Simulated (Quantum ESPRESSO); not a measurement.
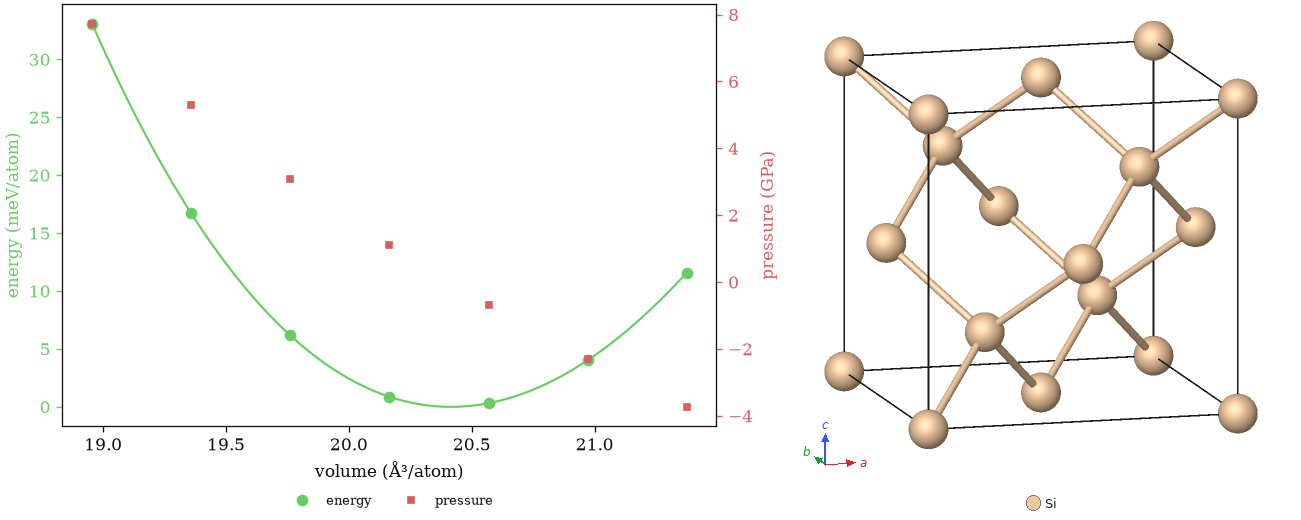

Figure. Energy and pressure against volume for Si, space group Fd-3m (No. 227). The conventional cell is drawn beside the plot.

A third-order Birch–Murnaghan fit gives V0 = 20.41 Å³/atom, B0 = 89.2 GPa and B′ = 4.2. The energy is 33.08 meV/atom at volume 18.95 Å³/atom and 11.59 meV/atom at 21.37 Å³/atom; the lowest computed point is at volume 20.57 Å³/atom (0.32 meV/atom), in a single well. The pressure falls from 7.73 GPa at volume 18.95 Å³/atom to −3.73 GPa at 21.37 Å³/atom, and changes sign near 20.41 Å³/atom.

Computed with Quantum ESPRESSO 7.5: plane-wave DFT, no spin polarisation; energies at scaled volumes of the given cell, shape and fractions fixed, counted from the fit's minimum, third-order Birch-Murnaghan fit. Level: rev-vdW-DF2.

k mesh 8×8×8; occupations Fermi–Dirac; smearing width 0.05 eV; potentials PseudoDojo 0.4.1 SR PBE standard; wave cutoff 489.8 eV; density cutoff 1959 eV.

Cell as given: a = 3.849 Å, b = 3.849 Å, c = 3.849 Å, α = 60.00°, β = 60.00°, γ = 60.00°; 2 atoms.

Limits of the calculation: potentials made for another functional.
